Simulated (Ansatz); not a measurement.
System: TiAl.

```
CELL_PARAMETERS angstrom
-4.26389 2.47898 -4.60058
-4.30121 2.48232 4.63743
1.46788 7.51192 -0.00308
ATOMIC_POSITIONS crystal
Al 0.60297 0.86538 0.39764
Al 0.10952 0.35605 0.40055
Al 0.30733 0.55915 0.59911
Al 0.51030 0.75584 0.79017
Al 0.71117 0.95860 0.00282
Al 0.01334 0.25894 0.80844
Al 0.40608 0.65606 0.20533
Al 0.68533 0.43943 0.40115
Al 0.89109 0.64087 0.60491
Al 0.99116 0.74453 0.19229
Ti 0.80621 0.05769 0.61167
Ti 0.90975 0.16415 0.19372
Ti 0.22507 0.46411 0.99077
Ti 0.17648 0.94527 0.39889
Ti 0.38145 0.13472 0.60199
Ti 0.08975 0.84343 0.80122
Ti 0.30586 0.02932 0.99120
Ti 0.48522 0.23564 0.19908
Ti 0.60346 0.33355 0.80557
Ti 0.78695 0.54709 0.99631
```

Space group P1; a generated structure, not necessarily the stable one; computed without spin polarisation.

These are results of DFT PBE, scalar-relativistic, plane waves, PAW (Ansatz), not measurements.

**What will maps of the valence pseudo-density and electron localisation function show?**

Ti–Al (2.80 Å): ρ is about 0.21 e/Å³ halfway; the ELF is about 0.35 at the midpoint.

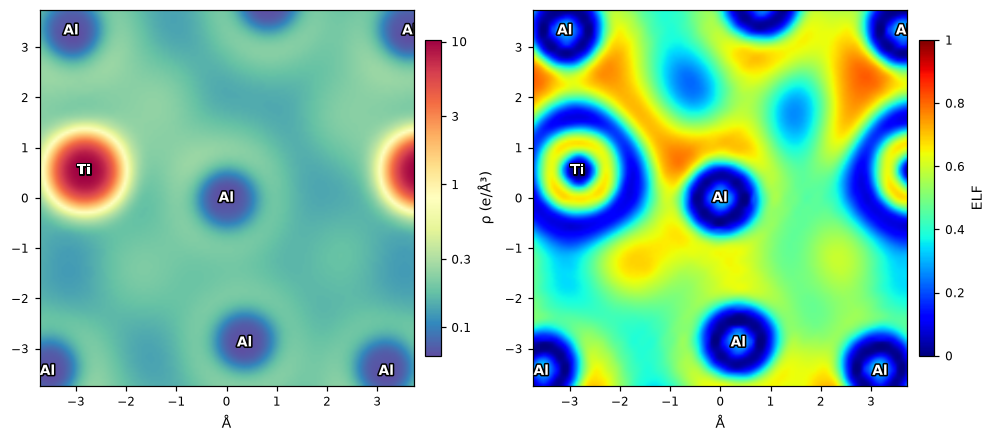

Computed valence pseudo-density and electron localisation function on the (001) plane of the conventional cell, in this order. 

Core electrons are frozen (PAW), and the valence fields are smoothed inside the atomic spheres.
